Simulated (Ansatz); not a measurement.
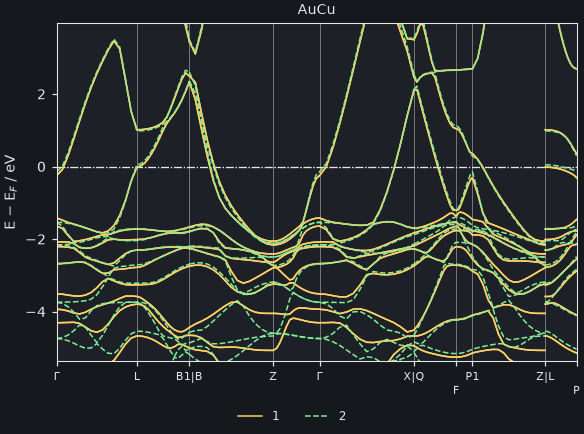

Band structures of AuCu, space group R-3m (No. 166), 2 atoms in the primitive cell (a = 2.886 Å, c = 12.769 Å (hexagonal axes)), by two methods on the same cell. Each is counted from its own Fermi level.

> Which curve is which? The methods: PBEsol+SOC, PBEsol.

1 is PBEsol+SOC; 2 is PBEsol. PBEsol+SOC gives a metal and PBEsol gives a metal. Spin-orbit coupling splits levels that are degenerate without it.

Settings. PBEsol+SOC: Ansatz PAW, spin-orbit coupling, no magnetisation, 11×11×11 k mesh, 420 eV cutoff, Fermi-Dirac smearing of 0.05 eV (Ansatz 0.2.0). PBEsol: Ansatz PAW, no spin polarisation, no spin-orbit coupling, 11×11×11 k mesh, 420 eV cutoff, Fermi-Dirac smearing of 0.05 eV (Ansatz 0.2.0).

In reduced coordinates of the cell that was run, L is (0.5, 0, 0), B1 is (0.5, 0.192, −0.192), B is (0.808, 0.5, 0.192), Z is (0.5, 0.5, 0.5), X is (0.346, 0, −0.346), Q is (0.654, 0.346, 0), F is (0.5, 0.5, 0), P1 is (0.654, 0.654, 0.192) and P is (0.808, 0.346, 0.346). The cell is at −9 GPa in PBEsol+SOC and −8 GPa in PBEsol. The PAW data sets were made with another functional. The cell comes from a database of computed structures, and whether it is the stable form of this composition wasn't checked.
